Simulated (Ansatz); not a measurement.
Br: several calculations on one system

### Relaxation

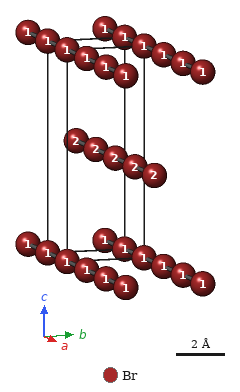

A crystal of Br (set up in Immm), before the relaxation. A ball-and-stick model of the cell of the calculation, repeated 3 × 1 × 1 with one cell outlined, seen slightly off an axis.

Case: uniaxial strain along c of +1.0 %; a, b and atoms relaxed.

Level of theory: DFT PBE, scalar-relativistic, plane waves, PAW (Ansatz).

Input
```yaml
crystal:
  lattice:
    - [2.610624758, 0.0, 0.0]
    - [0.0, 3.3937376792, 0.0]
    - [0.0, 0.0, 8.9654295839]
  atoms:
    - { symbol: Br, position: [0.0, 0.0, 0.0] }
    - { symbol: Br, position: [0.5, 0.5, 0.5] }
basis:
  ecutwfc: 420
kpoints:
  mp_grid: { grid: [16, 12, 6] }
hamiltonian:
  xc: pbe
scf:
  occupations: { method: gaussian, width: 0.1 }
output:
  forces: true
  stress: true
  eigenvalues: true
relax:
  adjacent_minimum: "off"
  f_tol: 0.008
  max_steps: 40
  cell: { stress_tol: 0.05, fix: [c, angles] }
```

Where does the relaxation end?

Answer. Over 7 accepted moves (10 points after the start) the energy falls by 11.4 meV per atom. All forces vanish by symmetry, so only the cell relaxes. Pressure: 0.03 GPa at the start and −0.01 GPa at the end. The line search rejected the trial step at point 4 of the run. The SCF was repeated twice at an unchanged geometry on a basis and grid sized afresh for the cell, which shifted the energy by 0.6 meV per atom at most. The atoms keep their places relative to the cell (all moves are under 0.005 Å). Cell: a 2.611 → 2.551 Å (−2.3 %), b 3.394 → 3.879 Å (+14.3 %), c unchanged at 8.965 Å. Volume +11.7 %. Near-neighbour distances that change, for instance: Br1–Br1 2.611 → 2.551 Å. The space group stays Immm (No. 71). The run took of the order of 2.1 core-minutes on a shared host.

The end point in the same view:

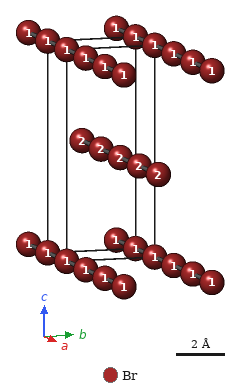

### Relaxation

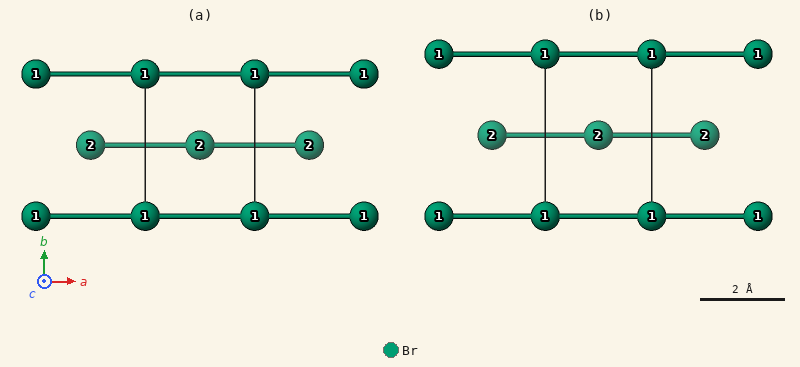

The structure of a crystal of Br (set up in Immm) before (left) and after (right) a relaxation, at one scale.

The picture is a ball-and-stick view of the cell of the calculation, seen along the c axis.

Case: uniaxial strain along c of -1.0 %; a, b and atoms relaxed.

Level of theory: DFT PBE, scalar-relativistic, plane waves, PAW (Ansatz). (plane-wave cutoff 420 eV; k-point mesh 16 × 12 × 6; occupations gaussian; smearing width 0.1 eV; no spin polarisation; cell relaxed at fixed c, angles; force threshold 0.008 eV/Å; at most 40 steps)

Summarise the run.

Answer. The atoms keep their places relative to the cell (all moves are under 0.005 Å). Cell: a 2.624 → 2.551 Å (−2.8 %), b 3.411 → 3.888 Å (+14.0 %), c unchanged at 8.788 Å. Volume +10.8 %. Among the contacts that change: Br1–Br1 2.624 → 2.551 Å. The space group stays Immm (No. 71). The energy falls by 12.0 meV per atom in 7 accepted moves (10 points after the start). All forces vanish by symmetry, so only the cell relaxes. The pressure goes from −0.28 to −0.01 GPa. The line search rejected the trial step at point 5 of the run. At 2 points the geometry stayed and the basis and grid were re-selected for the new cell (energy shift of 0.5 meV per atom at most each time).

### Series

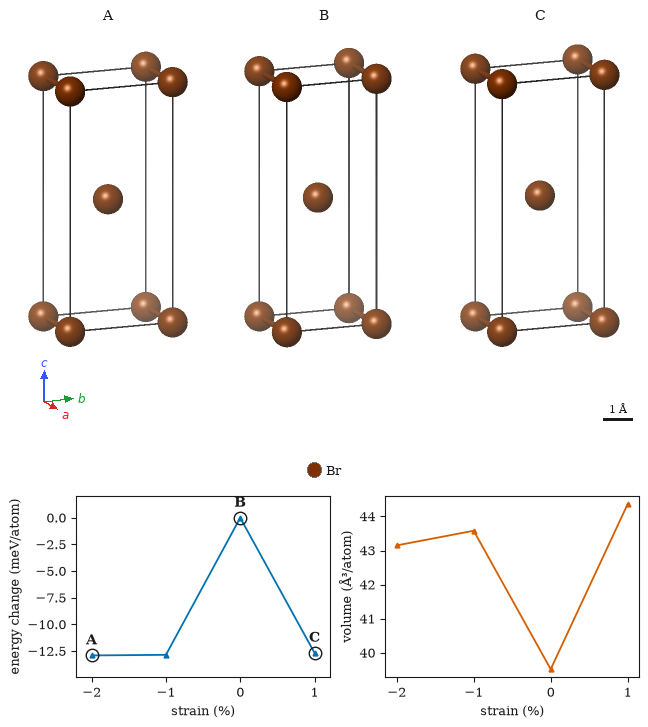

Members of a series of calculations on solid Br (set up in Immm), marked on the first curve. The picture is a ball-and-stick view of the cell of the calculation, seen slightly off an axis.

Computed with DFT PBE, scalar-relativistic, plane waves, PAW (Ansatz 0.2.0). (plane-wave cutoff 420 eV; k-point mesh 16 × 12 × 6; occupations gaussian; smearing width 0.1 eV; no spin polarisation)

Q: Which kind of strain is it, and how does the structure respond?

A: Uniaxial strain along c; a, b and atoms relaxed. A (strain −2.0 %): energy change −12.9 meV/atom, volume 43.15 Å³ per atom. B (strain 0.0 %): energy change 0.0 meV/atom, volume 39.52 Å³ per atom. C (strain 1.0 %): energy change −12.7 meV/atom, volume 44.36 Å³ per atom. The rest compares A with C. The drawn cell changes as follows: a unchanged at 2.551 Å, b 3.889 → 3.879 Å (−0.3 %), c 8.699 → 8.965 Å (+3.1 %); the volume changes by +2.8 %. 
